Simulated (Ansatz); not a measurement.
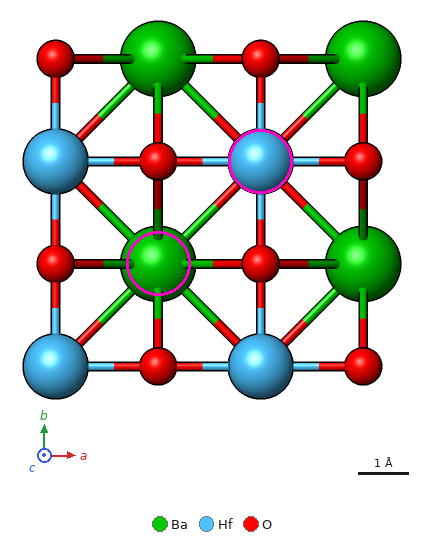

Perfect BaHfO3. The picture is a ball-and-stick view of the atoms within 4.6 Å of one point, in a slice 4.2 Å thick across the line of sight, seen along the c axis.

Method: DFT, PBEsol, PAW, plane waves in Ansatz 0.2.0. (plane-wave cutoff 420 eV; k-point mesh 1 × 1 × 1; mesh shifted by (0.25, 0.25, 0.25); no spin polarisation) Fermi-Dirac smearing of 0.01 eV. The axes drawn are those of the host's conventional cell.

A hafnium atom is replaced by barium and a barium atom is replaced by hafnium, the two sites 3.6 Å apart at the ringed places, in charge state 0. The supercell has 40 sites, and the atoms are relaxed at the host's cell.

How do the neighbours respond?

Answer. In the host the Hf atom has 6 O at 2.08 Å; the Ba atom ends with 6 O at 2.40 to 2.54 Å. In the host the Ba atom has 12 O at 2.94 Å; the Hf atom ends with 6 O at 2.06 to 2.23 Å. Of the host's atoms, an oxygen atom moves furthest from its site, by 0.85 Å. The Ba atom itself moves 0.49 Å from where it was put. The Hf atom itself moves 0.78 Å from where it was put.

The relaxed defect, seen from the same direction:

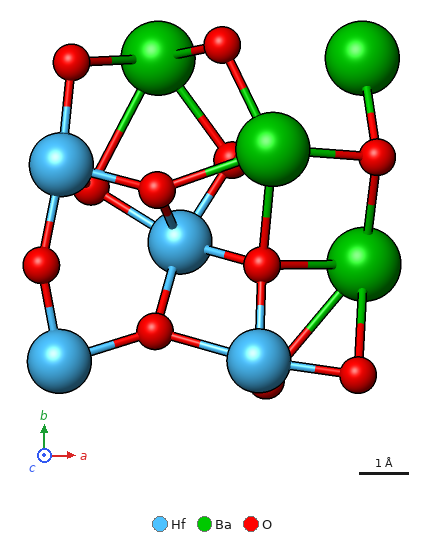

Limits of the set-up: the periodic images lie only 8.3 Å apart, so the values are limited by the cell's size.
